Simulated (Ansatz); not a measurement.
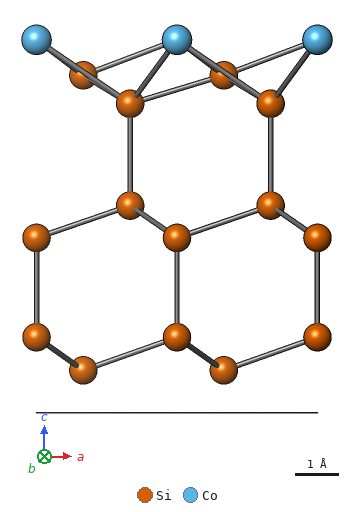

Starting structure of a slab of composition CoSi6 (cut from the Fd-3m phase). Style: ball-and-stick. Shown: the 2 × 2 repeat of the cell, outlined in the plane, without the vacuum, along the b axis.

Case: Co put at a hollow Si-Si site. The slab is the (1 1 1) face of Si with Co on it. 3 atoms are held fixed.

These are results of DFT PBEsol, scalar-relativistic, plane waves, PAW in Ansatz, not measurements.

The input:
```yaml
crystal:
  lattice:
    - [3.8417168264, 0.0, 0.0]
    - [-1.9208584132, 3.3270243658, 0.0]
    - [0.0, 0.0, 26.0576844708]
  atoms:
    - { symbol: Si, position: [0.3333333333, 0.6666666667, 0.3261993601] }
    - { symbol: Si, position: [0.0, 0.0, 0.3562936366] }
    - { symbol: Si, position: [0.0, 0.0, 0.4465764664] }
    - { symbol: Si, position: [0.6666666667, 0.3333333333, 0.4759187092] }
    - { symbol: Si, position: [0.6666666667, 0.3333333333, 0.5684833002] }
    - { symbol: Si, position: [0.3333333333, 0.6666666667, 0.5943515514] }
    - { symbol: Co, position: [0.0, 0.0, 0.6265877234], spin: 3.0 }
basis:
  ecutwfc: 420
kpoints:
  mp_grid: { grid: [9, 9, 1] }
hamiltonian:
  xc: pbesol
scf:
  occupations: { method: gaussian, width: 0.05 }
output:
  forces: true
  eigenvalues: true
  populations: true
  write_density: true
  write_potential: true
  elf: true
  volumetric_format: npy
magnetization:
  spin_polarized: true
relax:
  adjacent_minimum: "off"
  f_tol: 0.03
  max_steps: 70
  constraints: [{ sites: [0, 1, 2] }]
efield:
  axis: 3
  dipole_correction: true
  ramp_width: 0.04
```

Command:
```bash
ansatz run input.yaml --threads 1 --pin off --max-ram 2560MiB --backend cpu --events-out ev --progress --plain --runs-dir out
```

Where does the constrained relaxation end?

The energy falls by 1.541 eV per cell of the calculation in 7 geometry steps. Largest force component: 2 eV/Å at the start, 0.0079 eV/Å at the end. Co7 moves most: 0.81 Å along the normal (−c). Largest moves by element: Co 0.81 Å, Si 0.46 Å. The cell doesn't change. Among the contacts that change: Si5–Co7 2.686 → 2.333 Å, Si5–Si6 2.318 → 2.501 Å, Si6–Co7 2.372 → 2.260 Å, Si4–Si5 2.412 → 2.393 Å. Bond angles that change, for instance: Si5–Co7–Si6 124.9° → 173.0°, Si5–Si6–Co7 176.2° → 141.4°, Si5–Co7–Si5 91.3° → 110.9°. The program noted that the starting moments weren't kept. Cost: 4.5 min on 1 thread of Intel(R) Xeon(R) Platinum 8375C CPU @ 2.90GHz (Ice Lake) (shared host), peak memory 0.77 GiB.

The end point in the same view:

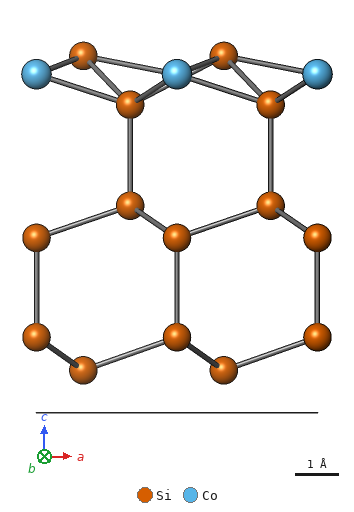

Limits of the set-up: the periodic images lie only 3.8 Å apart, so the values are limited by the cell's size.
